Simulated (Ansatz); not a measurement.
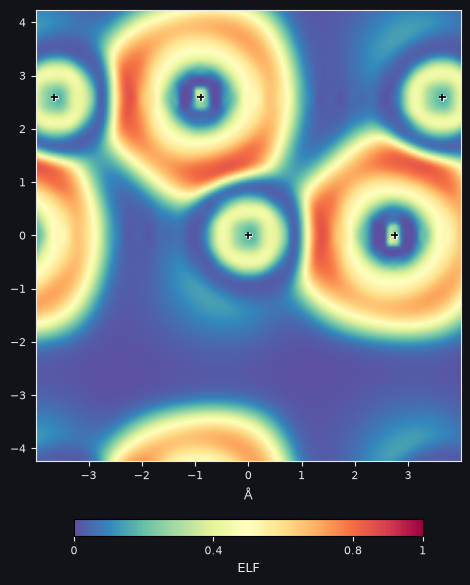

The ELF on a plane through atoms (crosses mark nuclei in the plane).

Theory: DFT, PBEsol, PAW with Ansatz's default frozen-core files, scalar-relativistic; relaxation of cell and atoms (Ansatz).

Candidates:
A. MgTe, a = 4.49 Å, b = 4.49 Å, c = 7.28 Å, α = 90.00°, β = 90.00°, γ = 120.00°. Space group P6₃mc.
B. CdSe, a = 6.08 Å, b = 6.08 Å, c = 6.08 Å, α = 90.00°, β = 90.00°, γ = 90.00°. Space group F-43m; a structure from a database of computed crystals, not necessarily the ambient phase.
C. InSb, a = 6.47 Å, b = 6.47 Å, c = 6.47 Å, α = 90.00°, β = 90.00°, γ = 90.00°. Space group F-43m.

Question: Which candidate gave the map?

Answer: Candidate A: MgTe on the (110) plane of the conventional cell, which holds Mg and Te. Mg–Te (2.74 Å): the ELF peaks at about 0.85 in the valence shell of Te, 1.4 Å from its nucleus, and is about 0.85 at the midpoint.
